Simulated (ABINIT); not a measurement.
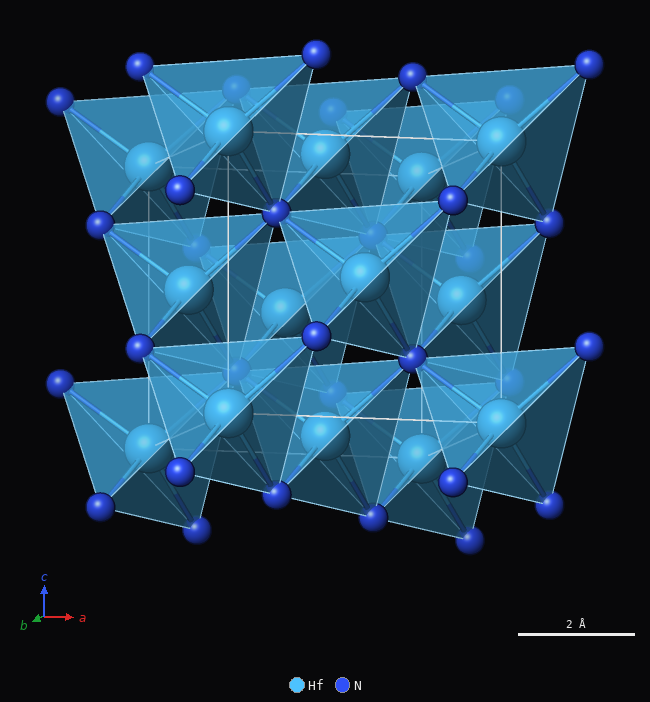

*The structure (polyhedral view of the cell 4 times as large as that of the calculation, set on its symmetry axes, seen at an oblique angle; polyhedra are completed across the faces of the cell). An atom can appear more than once, as a periodic image.*

## Single-point calculation of HfN

- system: HfN (F-43m, 2 atoms in the cell)
- method: Kohn-Sham DFT of a periodic cell, PW91, JTH PAW PBE v2.0, no spin polarisation (ABINIT 10.8.3)

The structure derives from a Materials Project entry.

**Input**
```
pp_dirpath "./"
pseudos "Hf.GGA_PBE-JTH.xml, N.GGA_PBE-JTH.xml"

acell 6.5604536516 6.5604536516 6.5604536516
rprim
     0.0000000000     0.7071067812     0.7071067812
     0.7071067812     0.0000000000     0.7071067812
     0.7071067812     0.7071067812     0.0000000000
ntypat 2
znucl 72 7
natom 2
typat 1 2
xcart
     0.0000000000     0.0000000000     0.0000000000
     1.2274110000     1.2274110000     1.2274110000 Angstrom

ecut 31.0
pawecutdg 53.0
pawxcdev 0

kptopt 1
ngkpt 9 9 9
nshiftk 1
shiftk 0.0 0.0 0.0

ixc -109134

nband 13
occopt 3
tsmear 0.00183747

nstep 100
tolvrs 1.0e-9

iomode 3
prtwf 0
prtden 0
prteig 0
prtebands 0
enunit 2
```

Command:
```bash
abinit run.abi > log 2>&1
```

**What the program printed**
```
.Version 10.8.3 of ABINIT
 Symmetries : space group F-4 3 m (#216); Bravais cF (face-center cubic)
================================================================================
 Values of the parameters that define the memory need of the present run
     intxc =       0    ionmov =       0      iscf =      17    lmnmax =      18
     lnmax =       6     mgfft =      36  mpssoang =       3    mqgrid =    3001
     natom =       2  nloc_mem =       2    nspden =       1   nspinor =       1
    nsppol =       1      nsym =      24    n1xccc =       1    ntypat =       2
    occopt =       3   xclevel =       2
       mpw =        1667          nfft =       46656          nkpt =          35
 PAW method is used; the additional fine FFT grid is defined by:
   mgfftf=        45    nfftf =     91125
================================================================================
================================================================================

--------------------------------------------------------------------------------
------------- Echo of variables that govern the present computation ------------
--------------------------------------------------------------------------------
 -outvars: echo values of preprocessed input variables --------
            acell      6.5604536516E+00  6.5604536516E+00  6.5604536516E+00 Bohr
              amu      1.78490000E+02  1.40067400E+01
             ecut      3.10000000E+01 Hartree
           enunit           2
              ixc     -109134
         kptrlatt        9    0    0      0    9    0      0    0    9
          kptrlen      5.90440829E+01
            natom           2
            nband          13
            ngfft          36      36      36
          ngfftdg          45      45      45
             nkpt          35
            nstep         100
             nsym          24
           ntypat           2
           occopt           3
        pawecutdg      5.30000000E+01 Hartree
         pawxcdev           0
           prtden           0
        prtebands           0
           prteig           0
            prtwf           0
            rprim      0.0000000000E+00  7.0710678120E-01  7.0710678120E-01
                       7.0710678120E-01  0.0000000000E+00  7.0710678120E-01
                       7.0710678120E-01  7.0710678120E-01  0.0000000000E+00
          spgroup         216
           tolvrs      1.00000000E-09
           tsmear      1.83747000E-03 Hartree
            typat      1  2
           useylm           1
           xangst      0.0000000000E+00  0.0000000000E+00  0.0000000000E+00
                       1.2274109992E+00  1.2274109992E+00  1.2274109992E+00
            xcart      0.0000000000E+00  0.0000000000E+00  0.0000000000E+00
                       2.3194706324E+00  2.3194706324E+00  2.3194706324E+00
             xred      0.0000000000E+00  0.0000000000E+00  0.0000000000E+00
                       2.5000000000E-01  2.5000000000E-01  2.5000000000E-01
            znucl       72.00000    7.00000

================================================================================

 chkinp: Checking input parameters for consistency.

================================================================================
== DATASET  1 ==================================================================

--- !DatasetInfo
iteration_state: {dtset: 1, }
dimensions: {natom: 2, nkpt: 35, mband: 13, nsppol: 1, nspinor: 1, nspden: 1, mpw: 1667, }
cutoff_energies: {ecut:  31.0, pawecutdg:  53.0, }
electrons: {nelect:   1.70000000E+01, charge:   0.00000000E+00, occopt:   3.00000000E+00, tsmear:   1.83747000E-03, }
meta: {optdriver: 0, ionmov: 0, optcell: 0, iscf: 17, paral_kgb: 0, }
...

 Real(R)+Recip(G) space primitive vectors, cartesian coordinates (Bohr,Bohr^-1):
 R(1)=  0.0000000  4.6389413  4.6389413  G(1)= -0.1077832  0.1077832  0.1077832
 R(2)=  4.6389413  0.0000000  4.6389413  G(2)=  0.1077832 -0.1077832  0.1077832
 R(3)=  4.6389413  4.6389413  0.0000000  G(3)=  0.1077832  0.1077832 -0.1077832
 Unit cell volume ucvol=  1.9965795E+02 bohr^3
 Angles (23,13,12)=  6.00000000E+01  6.00000000E+01  6.00000000E+01 degrees

 Coarse grid specifications (used for wave-functions):

 getcut: wavevector=  0.0000  0.0000  0.0000  ngfft=  36  36  36
         ecut(hartree)=     31.000   => boxcut(ratio)=   2.18939

 Fine grid specifications (used for densities):

 getcut: wavevector=  0.0000  0.0000  0.0000  ngfft=  45  45  45
         ecut(hartree)=     53.000   => boxcut(ratio)=   2.04652

--- Pseudopotential description ------------------------------------------------
- pspini: atom type   1  psp file is ./Hf.GGA_PBE-JTH.xml
 Pseudopotential format is: paw10
 basis_size (lnmax)=  6 (lmn_size= 18), orbitals=   0   0   1   1   2   2
 Spheres core radius: rc_sph= 2.41119446
 Shapefunction is SIN type: shapef(r)=[sin(pi*r/rshp)/(pi*r/rshp)]**2
 Radius for shape functions =  2.41119446
 Compensation charge density is not taken into account in XC energy/potential

- pspini: atom type   2  psp file is ./N.GGA_PBE-JTH.xml
 Pseudopotential format is: paw10
 basis_size (lnmax)=  4 (lmn_size=  8), orbitals=   0   0   1   1
 Spheres core radius: rc_sph= 1.20497474
 Shapefunction is SIN type: shapef(r)=[sin(pi*r/rshp)/(pi*r/rshp)]**2
 Radius for shape functions =  1.00243812
 Compensation charge density is not taken into account in XC energy/potential

   1.63067352E+03                                ecore*ucvol(ha*bohr**3)
--------------------------------------------------------------------------------

================================================================================

--- !BeginCycle
iteration_state: {dtset: 1, }
solver: {iscf: 17, nstep: 100, nline: 4, wfoptalg: 10, }
tolerances: {tolvrs: 1.00E-09, }
...

     iter   Etot(hartree)      deltaE(h)  residm     nres2
 ETOT  1  -59.065175225438    -5.907E+01 3.676E+00 9.234E+00
 ETOT  2  -60.277641140900    -1.212E+00 6.090E-02 1.151E+01
 ETOT  3  -60.259531877727     1.811E-02 1.129E-02 1.878E+00
 ETOT  4  -60.256294008895     3.238E-03 4.150E-03 5.238E-01
 ETOT  5  -60.256517165071    -2.232E-04 3.484E-03 5.934E-03
 ETOT  6  -60.256525550835    -8.386E-06 1.824E-03 6.874E-04
 ETOT  7  -60.256526870061    -1.319E-06 2.434E-03 1.286E-04
 ETOT  8  -60.256527217342    -3.473E-07 9.994E-04 1.654E-05
 ETOT  9  -60.256527198551     1.879E-08 1.273E-03 5.022E-07
 ETOT 10  -60.256527199466    -9.151E-10 5.126E-04 1.656E-08
 ETOT 11  -60.256527199549    -8.265E-11 5.454E-04 6.024E-09
 ETOT 12  -60.256527199544     4.832E-12 2.581E-04 2.821E-11

 At SCF step   12       nres2   =  2.82E-11 < tolvrs=  1.00E-09 =>converged.

 Cartesian components of stress tensor (hartree/bohr^3)
  sigma(1 1)=  8.76632437E-06  sigma(3 2)=  0.00000000E+00
  sigma(2 2)=  8.76632437E-06  sigma(3 1)=  0.00000000E+00
  sigma(3 3)=  8.76632437E-06  sigma(2 1)=  0.00000000E+00

--- !ResultsGS
iteration_state: {dtset: 1, }
comment   : Summary of ground state results
lattice_vectors:
- [  0.0000000,   4.6389413,   4.6389413, ]
- [  4.6389413,   0.0000000,   4.6389413, ]
- [  4.6389413,   4.6389413,   0.0000000, ]
lattice_lengths: [   6.56045,    6.56045,    6.56045, ]
lattice_angles: [ 60.000,  60.000,  60.000, ] # degrees, (23, 13, 12)
lattice_volume:   1.9965795E+02
convergence: {deltae:  4.832E-12, res2:  2.821E-11, residm:  2.581E-04, diffor: null, }
etotal    :  -6.02565272E+01
entropy   :   0.00000000E+00
fermie    :   3.97812285E-02
cartesian_stress_tensor: # hartree/bohr^3
- [  8.76632437E-06,   0.00000000E+00,   0.00000000E+00, ]
- [  0.00000000E+00,   8.76632437E-06,   0.00000000E+00, ]
- [  0.00000000E+00,   0.00000000E+00,   8.76632437E-06, ]
pressure_GPa:  -2.5791E-01
xred      :
- [  0.0000E+00,   0.0000E+00,   0.0000E+00, Hf]
- [  2.5000E-01,   2.5000E-01,   2.5000E-01,  N]
cartesian_forces: # hartree/bohr
- [ -3.62777446E-30,  -3.62777446E-30,   1.08833234E-29, ]
- [  3.62777446E-30,   3.62777446E-30,  -1.08833234E-29, ]
force_length_stats: {min:   1.20319667E-29, max:   1.20319667E-29, mean:   1.20319667E-29, }
...

 Integrated electronic density in atomic spheres:
 ------------------------------------------------
 Atom  Sphere_radius  Integrated_density
    1        2.41119          9.61344922
    2        1.20497          2.58710551

================================================================================

 ----iterations are completed or convergence reached----

 Mean square residual over all n,k,spin=   28.100E-07; max=  25.810E-05
 reduced coordinates (array xred) for    2 atoms
       0.000000000000      0.000000000000      0.000000000000
       0.250000000000      0.250000000000      0.250000000000
 rms dE/dt=  4.7600E-29; max dE/dt=  6.7316E-29; dE/dt below (all hartree)
    1       0.000000000000      0.000000000000      0.000000000000
    2       0.000000000000      0.000000000000     -0.000000000000

 cartesian coordinates (angstrom) at end:
    1      0.00000000000000     0.00000000000000     0.00000000000000
    2      1.22741099919075     1.22741099919075     1.22741099919075

 cartesian forces (hartree/bohr) at end:
    1     -0.00000000000000    -0.00000000000000     0.00000000000000
    2      0.00000000000000     0.00000000000000    -0.00000000000000
 frms,max,avg= 6.9466592E-30 1.0883323E-29   0.000E+00  0.000E+00  0.000E+00 h/b

 cartesian forces (eV/Angstrom) at end:
    1     -0.00000000000000    -0.00000000000000     0.00000000000000
    2      0.00000000000000     0.00000000000000    -0.00000000000000
 frms,max,avg= 3.5721158E-28 5.5964299E-28   0.000E+00  0.000E+00  0.000E+00 e/A
 length scales=  6.560453651600  6.560453651600  6.560453651600 bohr
              =  3.471642563257  3.471642563257  3.471642563257 angstroms
 Fermi (or HOMO) energy (hartree) =   0.03978   Average Vxc (hartree)=  -0.41687
 Eigenvalues (hartree) for nkpt=  35  k points:
 kpt#   1, nband= 13, wtk=  0.00137, kpt=  0.0000  0.0000  0.0000 (reduced coord)
  -2.26036   -1.10412   -1.10412   -1.10412   -0.55352   -0.16075   -0.16075   -0.16075
   0.01412    0.12182    0.12182    0.28160    0.28160
      occupation numbers for kpt#   1
   2.00000    2.00000    2.00000    2.00000    2.00000    2.00000    2.00000    2.00000
   2.00000    0.00000    0.00000    0.00000    0.00000
 prteigrs : prtvol=0 or 1, do not print more k-points.

 Fermi (or HOMO) energy (eV) =   1.08250   Average Vxc (eV)= -11.34353
 Eigenvalues (   eV  ) for nkpt=  35  k points:
 kpt#   1, nband= 13, wtk=  0.00137, kpt=  0.0000  0.0000  0.0000 (reduced coord)
 -61.50745  -30.04454  -30.04454  -30.04454  -15.06203   -4.37423   -4.37423   -4.37423
   0.38420    3.31479    3.31479    7.66282    7.66282
 prteigrs : prtvol=0 or 1, do not print more k-points.

--- !EnergyTerms
iteration_state     : {dtset: 1, }
comment             : Components of total free energy in Hartree
kinetic             :  1.12448038191080E+01
hartree             :  9.29551416197075E+00
xc                  : -1.18025941334244E+01
Ewald energy        : -4.69435781359883E+01
psp_core            :  8.16733559612674E+00
local_psp           : -1.14142718678300E+01
PAW spherical_terms : -1.88035234034357E+01
internal            : -6.02563139634729E+01
'-kT*entropy'       : -2.11581525068677E-04
total_energy        : -6.02565255449980E+01
total_energy_eV     : -1.63966359044576E+03
...

--- !EnergyTermsDC
iteration_state     : {dtset: 1, }
comment             : '"Double-counting" decomposition of free energy'
band_energy         : -1.30839770266114E+01
Ewald energy        : -4.69435781359883E+01
psp_core            :  8.16733559612674E+00
xc_dc               : -1.39404827943918E+01
PAW spherical_terms :  5.54438674284582E+00
internal            : -6.02563156180190E+01
'-kT*entropy'       : -2.11581525068677E-04
total_energy_dc     : -6.02565271995441E+01
total_energy_dc_eV  : -1.63966363546825E+03
...

--- !EnergyTermsWithPAWCore
iteration_state     : {dtset: 1, }
comment             : 'Components of total free energy, including PAW core contributions'
Total energy        : -1.51349498643597E+04
Total energy DC     : -1.51349498660142E+04
Total energy (eV)   : -4.11842966572649E+05
Total energy DC (eV): -4.11842966617672E+05
...

 Cartesian components of stress tensor (hartree/bohr^3)
  sigma(1 1)=  8.76632437E-06  sigma(3 2)=  0.00000000E+00
  sigma(2 2)=  8.76632437E-06  sigma(3 1)=  0.00000000E+00
  sigma(3 3)=  8.76632437E-06  sigma(2 1)=  0.00000000E+00

-Cartesian components of stress tensor (GPa)         [Pressure= -2.5791E-01 GPa]
- sigma(1 1)=  2.57914167E-01  sigma(3 2)=  0.00000000E+00
- sigma(2 2)=  2.57914167E-01  sigma(3 1)=  0.00000000E+00
- sigma(3 3)=  2.57914167E-01  sigma(2 1)=  0.00000000E+00

== END DATASET(S) ==============================================================
================================================================================

 -outvars: echo values of variables after computation  --------
            acell      6.5604536516E+00  6.5604536516E+00  6.5604536516E+00 Bohr
           etotal     -6.0256527200E+01
            fcart     -3.6277744606E-30 -3.6277744606E-30  1.0883323382E-29
                       3.6277744606E-30  3.6277744606E-30 -1.0883323382E-29
            rprim      0.0000000000E+00  7.0710678120E-01  7.0710678120E-01
                       7.0710678120E-01  0.0000000000E+00  7.0710678120E-01
                       7.0710678120E-01  7.0710678120E-01  0.0000000000E+00
           strten      8.7663243690E-06  8.7663243690E-06  8.7663243691E-06
                       0.0000000000E+00  0.0000000000E+00  0.0000000000E+00
           xangst      0.0000000000E+00  0.0000000000E+00  0.0000000000E+00
                       1.2274109992E+00  1.2274109992E+00  1.2274109992E+00
             xred      0.0000000000E+00  0.0000000000E+00  0.0000000000E+00
                       2.5000000000E-01  2.5000000000E-01  2.5000000000E-01
 Calculation completed.
```

**Key numbers**

```json
{"quantity": "outcome", "value": "converged"}
{"quantity": "space group (tolerance 0.01 Å)", "value": "F-43m (216)"}
{"quantity": "electrons treated", "value": "17"}
{"quantity": "free energy", "value": "−1639.6636 eV"}
{"quantity": "Fermi energy", "value": "1.083 eV"}
{"quantity": "gap on the k-point mesh", "value": "none (metallic)"}
{"quantity": "pressure", "value": "−0.26 GPa"}
{"quantity": "largest force (length of the vector)", "value": "under 0.001 eV/Å"}
{"quantity": "hardware", "value": "1 thread of Arm Neoverse N1, 24 GiB of memory available, shared host"}
{"quantity": "wall time", "value": "54 s"}
{"quantity": "peak memory", "value": "0.14 GiB"}
```

**Notes**

Spin–orbit coupling is left out, which matters for Hf. The cell holds an odd number of electrons but the run has no spin polarisation, so a band is left half filled.
